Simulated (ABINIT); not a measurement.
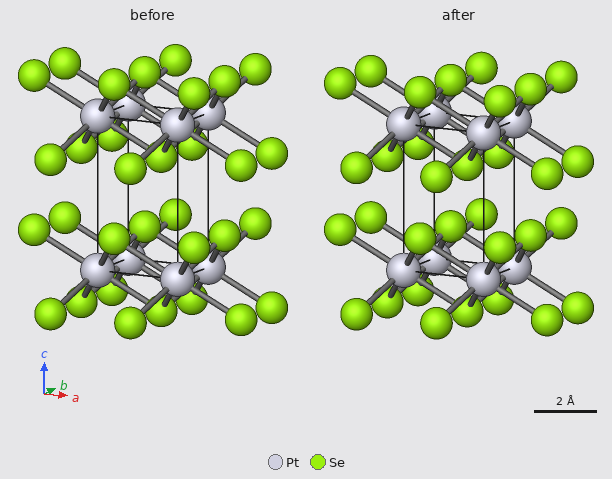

The structure of solid PtSe$_{2}$ (set up in P-3m1) before (left) and after (right) a relaxation, at one scale.

The picture is a ball-and-stick view of the cell of the calculation, seen slightly off an axis.

The run lets cell and atoms move.

Theory: ABINIT 10.8.3, Kohn-Sham DFT of a periodic cell, LDA, PseudoDojo NC SR LDA v0.4.1 standard.

Input file:
```
# Pseudopotentials
pp_dirpath "./"
pseudos "Pt.upf, Se.upf"

# Structure
acell 3*1.0 Angstrom
rprim
     3.7240000000     0.0000000000     0.0000000000
    -1.8620000000     3.2250786037     0.0000000000
     0.0000000000     0.0000000000     5.0620000000
ntypat 2
znucl 78 34
natom 3
typat 1 2 2
chkprim 0
chksymtnons 0
tolsym 1.0e-6
xred
            0.0            0.0            0.0
            2/3            1/3            3/4
            1/3            2/3            1/4

# Plane-wave basis
ecut 43.0
ecutsm 0.5

# k points
kptopt 1
ngkpt 6 6 4
nshiftk 1
shiftk 0.0 0.0 0.0

# Exchange and correlation
ixc 7

# Bands and occupations
nband 30
occopt 3
tsmear 0.05 eV

# SCF cycle
nstep 80
tolvrs 1.0e-12

# Output
iomode 3
prteig 0
prtebands 0
prtwf 0
prtden 0

# Relaxation
ionmov 2
optcell 2
ntime 50
tolmxf 2.0e-5
dilatmx 1.08
```

Run as
```bash
abinit run.abi > log 2>&1
```

### Describe what moved and what it gained.

The run was cut off at its time limit before the relaxation converged, so the last structure is only a point on the way. The largest moves relative to the cell, 0.073 Å, are those of Se atoms. Pt stays in place. Cell: a = b 3.724 → 3.723 Å (0.0 %), c 5.062 → 4.800 Å (−5.2 %). Volume −5.2 %. The space group stays P-3m1 (No. 164). The energy falls by 32.9 meV per cell of the calculation in 5 geometry steps. Largest force component: 0.18 eV/Å at the start, 0.033 eV/Å at the end. The pressure goes from −0.55 to 0.51 GPa. At step 2 the optimiser overshot: the energy rose above the start, and later steps came back. The run took 25 min on 1 thread of Arm Neoverse V2, with other jobs on the host, peak memory 0.16 GiB.

Limits of the set-up: layers or molecules are held without a dispersion correction, so their spacing is unreliable.
